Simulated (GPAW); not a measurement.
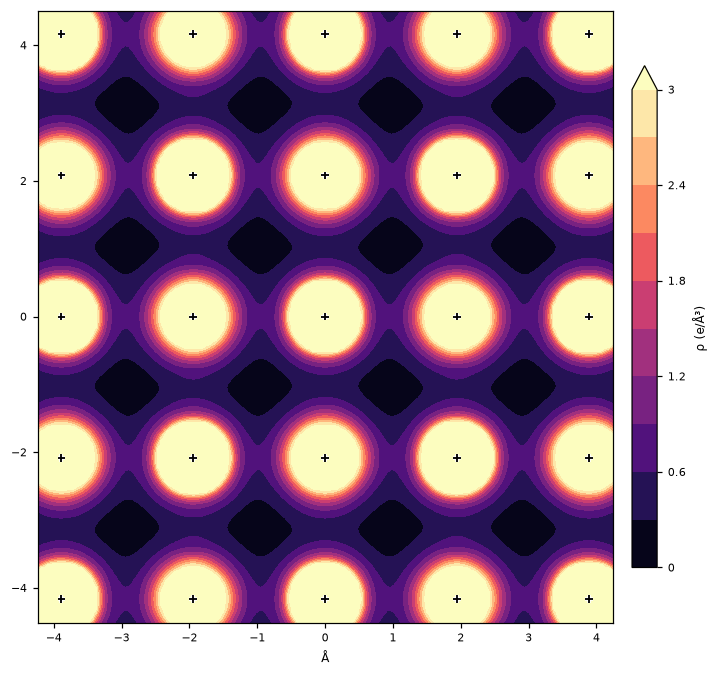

The valence charge density (pseudo) on a plane through atoms (crosses mark nuclei in the plane).

The calculation used GPAW 26.7.0, Kohn-Sham DFT of a periodic cell, PBE, GPAW PAW data sets (gpaw-data 1.2.1).

Candidates:
A. CoO, a = 2.83 Å, b = 2.83 Å, c = 2.72 Å, α = 90.00°, β = 90.00°, γ = 120.00°. Space group P-6m2; a generated structure, not necessarily the stable one; spin-polarised.
B. CuO, a = 3.89 Å, b = 3.91 Å, c = 4.16 Å, α = 90.00°, β = 90.00°, γ = 90.00°. Space group Pmmm; a structure from a database of computed crystals, not necessarily the ambient phase; computed pressure about 13 GPa in this cell.

Question: Which candidate gave the map?

Answer: Candidate B: CuO on the (010) plane of the conventional cell, which holds Cu and O. Cu–O (1.94 Å): ρ at the midpoint is about 0.65 e/Å³. Cu–O (2.08 Å): ρ is about 0.47 e/Å³ halfway.
